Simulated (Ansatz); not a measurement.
**CdSe: density, localisation and related maps**

```
Cd Se
1.0
     4.24924    0.00000    0.00000
    -2.12462    3.67995    0.00000
     0.00000    0.00000    6.93645
Cd Se
2 2
Cartesian
  0.0000 2.4533 0.0327
  2.1246 1.2266 3.5009
  0.0000 2.4533 2.6379
  2.1246 1.2266 6.1061
```

Space group P6₃mc; started from the measured structure prototype, which need not be the ambient phase.

All numbers below come from DFT, LDA, plane waves, PAW in Ansatz 0.2.0.

In a PAW calculation such maps are meaningful between the atoms, not at the nuclei.

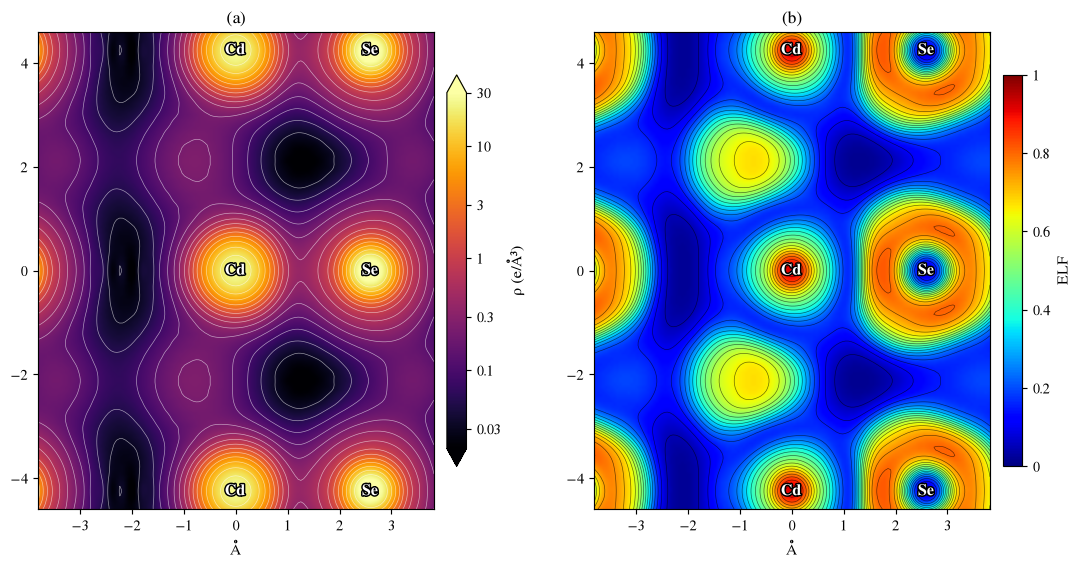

Figure 1. (a) valence electron density; (b) electron localisation function on the (11̄0) plane of the conventional cell.

Q: What does the map show?

A: The plane passes through Cd and Se nuclei.
Cd–Se (2.61 Å): ρ at the midpoint is about 0.4 e/Å³; the ELF is about 0.40 at the midpoint.
Between the atoms the lowest density in this plane is 0.02 e/Å³.
The features right at Cd lie inside the PAW spheres, where the map follows smoothed inner orbitals and isn't to be read closely.

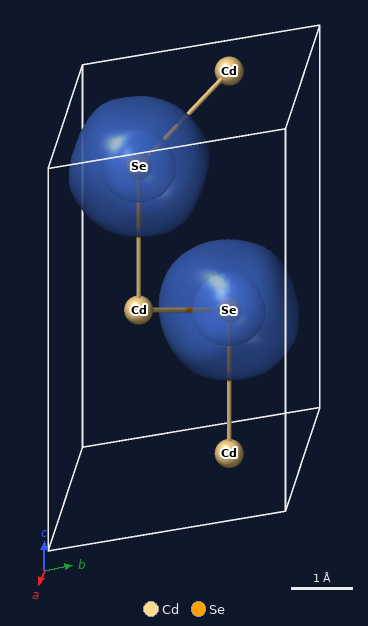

Figure 2. Isosurface of the ELF at 0.7 (blue), seen at an oblique angle. Only the valence region is drawn (cores and ρ < 0.01 e/Å³ removed). Sticks mark near contacts.

Q: What do the ELF domains correspond to?

A: The ELF exceeds this value in two regions wrapped around Se (the valence shell of each), counted in one cell of 4 atoms. Regions shared between cells count once. Along the contacts the grid gives the following. Cd–Se (2.60 Å): the ELF is about 0.40 at the midpoint.

Q: Metal or insulator at this level of theory?

A: It is gapped, with a Kohn–Sham gap of 0.46 eV on the k-point mesh, an upper bound to the gap of this method.
